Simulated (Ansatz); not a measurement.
System: ZrS$_{2}$.

```
Zr S
1.0
    -7.37042   -6.38297    6.75791
     7.37042   -6.38297   -6.75791
     7.37042    6.38297    6.75791
Zr S
16 32
Direct
  0.75000 0.87500 0.12500
  0.50000 0.50000 0.00000
  0.75000 0.12500 0.37500
  0.50000 0.75000 0.25000
  0.25000 0.37500 0.12500
  0.75000 0.37500 0.62500
  0.00000 0.00000 0.00000
  0.50000 0.00000 0.50000
  0.25000 0.62500 0.37500
  0.75000 0.62500 0.87500
  0.00000 0.25000 0.25000
  0.50000 0.25000 0.75000
  0.25000 0.87500 0.62500
  0.00000 0.50000 0.50000
  0.25000 0.12500 0.87500
  0.00000 0.75000 0.75000
  0.05951 0.91667 0.64284
  0.80951 0.54167 0.51784
  0.05951 0.16667 0.89284
  0.80951 0.79167 0.76784
  0.55951 0.41667 0.64284
  0.05951 0.41667 0.14284
  0.30951 0.04167 0.51784
  0.80951 0.04167 0.01784
  0.55951 0.66667 0.89284
  0.05951 0.66667 0.39284
  0.30951 0.29167 0.76784
  0.80951 0.29167 0.26784
  0.55951 0.91667 0.14284
  0.30951 0.54167 0.01784
  0.55951 0.16667 0.39284
  0.30951 0.79167 0.26784
  0.69049 0.70833 0.23216
  0.44049 0.33333 0.10716
  0.69049 0.95833 0.48216
  0.44049 0.58333 0.35716
  0.19049 0.20833 0.23216
  0.69049 0.20833 0.73216
  0.94049 0.83333 0.10716
  0.44049 0.83333 0.60716
  0.19049 0.45833 0.48216
  0.69049 0.45833 0.98216
  0.94049 0.08333 0.35716
  0.44049 0.08333 0.85716
  0.19049 0.70833 0.73216
  0.94049 0.33333 0.60716
  0.19049 0.95833 0.98216
  0.94049 0.58333 0.85716
```

Space group P-3m1; a structure from a database of computed crystals, not necessarily the ambient phase.

Level of theory: DFT PBE, scalar-relativistic, plane waves, PAW (Ansatz).

Q: What can the converged valence pseudo-density and electron localisation function tell about the bonding?

A: Zr–S (2.57 Å): ρ at the midpoint is about 0.43 e/Å³; the ELF peaks at about 0.85 in the valence shell of S, 0.8 Å from its nucleus, and is about 0.40 at the midpoint.

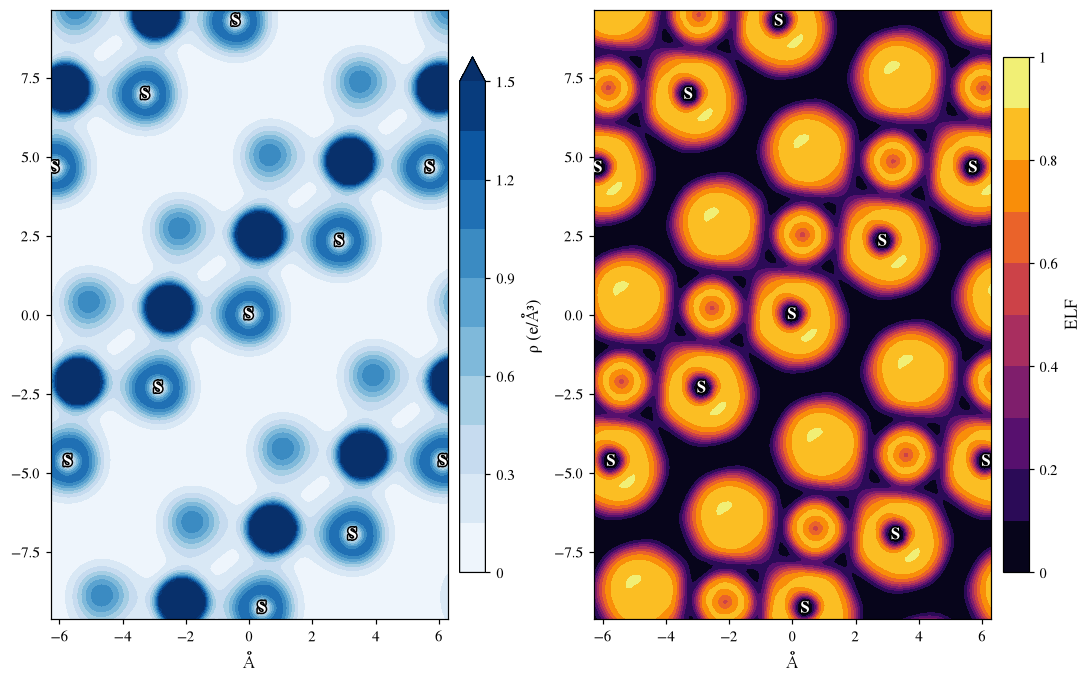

Computed valence pseudo-density and electron localisation function on the (011) plane of the calculation cell, in this order. Atoms just off the plane (Zr, 0.3 Å away and S, 0.7 Å away) can leave unmarked features too.

The density is the valence pseudo-density of a PAW calculation; it isn't the true density close to the nuclei.
